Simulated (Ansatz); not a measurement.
## Electronic structure of Cu3H2 in real space

The calculation's input:

```
crystal:
  lattice:
    - [1.3372743164, 0.7720756865, 6.6590640813]
    - [-1.3372743164, 0.7720756865, 6.6590640813]
    - [0.0, -1.5441513731, 6.6590640813]
  atoms:
    - { symbol: Cu, position: [0.0, 0.0, 0.0] }
    - { symbol: Cu, position: [0.2188631574, 0.2188631574, 0.2188631574] }
    - { symbol: Cu, position: [0.7811368426, 0.7811368426, 0.7811368426] }
    - { symbol: H, position: [0.3945989758, 0.3945989758, 0.3945989758] }
    - { symbol: H, position: [0.6054010242, 0.6054010242, 0.6054010242] }
basis:
  ecutwfc: 420
kpoints:
  mp_grid: { grid: [18, 18, 18] }
hamiltonian:
  xc: pbe
scf:
  occupations: { method: gaussian, width: 0.1 }
output:
  forces: true
  stress: true
  eigenvalues: true
  write_density: true
  write_potential: true
  elf: true
  volumetric_format: npy
relax:
  adjacent_minimum: "off"
  f_tol: 0.01
  max_steps: 80
  cell: { stress_tol: 0.05 }
```

Launched as:

```sh
ansatz run input.yaml --threads 1 --pin off --max-ram 2560MiB --backend cpu --events-out ev --progress --plain --runs-dir out
```

Below, planes, directions and counts refer to the conventional cell (a = 2.67 Å, b = 2.67 Å, c = 19.98 Å, α = 90.00°, β = 90.00°, γ = 120.00°).

Space group R-3m; started from the tetradymite_166 prototype, which need not be the ambient phase; computed without spin polarisation.

All numbers below come from DFT PBE, scalar-relativistic, plane waves, PAW in Ansatz 0.2.0.

In a PAW calculation such maps are meaningful between the atoms, not at the nuclei.

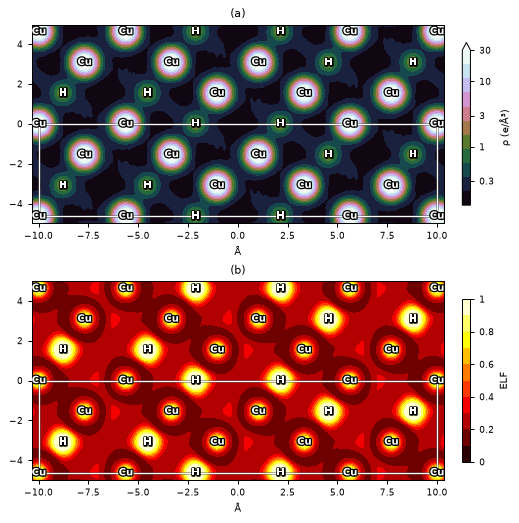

Figure 1. (a) valence pseudo-density; (b) ELF on the (110) plane of the conventional cell.

> Interpret the plot.

- The section cuts through Cu and H sites.
- Cu–H (1.89 Å): ρ at the midpoint is about 0.49 e/Å³; the ELF climbs to about 1 towards the hydrogen.
- Cu–H (1.96 Å): the density is about 0.42 e/Å³ at the midpoint; the ELF climbs to about 1 towards the hydrogen.
- Between the atoms the lowest density in this plane is 0.13 e/Å³.
- The features right at Cu lie inside the PAW spheres, where the map follows smoothed inner orbitals and isn't to be read closely.

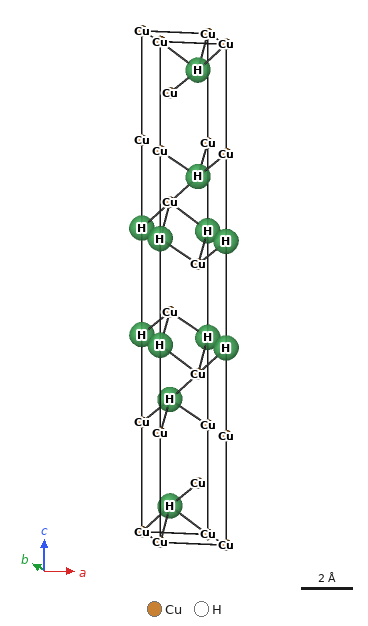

Figure 2. Isosurface of the electron localisation function at 0.8 (green), seen slightly off an axis. Only the valence region is drawn (cores and ρ < 0.01 e/Å³ removed). Sticks mark near contacts.

> What do the ELF domains correspond to?

The surface consists of six regions around hydrogen nuclei, counted in one cell of 15 atoms. Any copies at cell faces, edges or corners count once.

> Metal or insulator at this level of theory?

It is gapless in this calculation (a metal or semimetal).
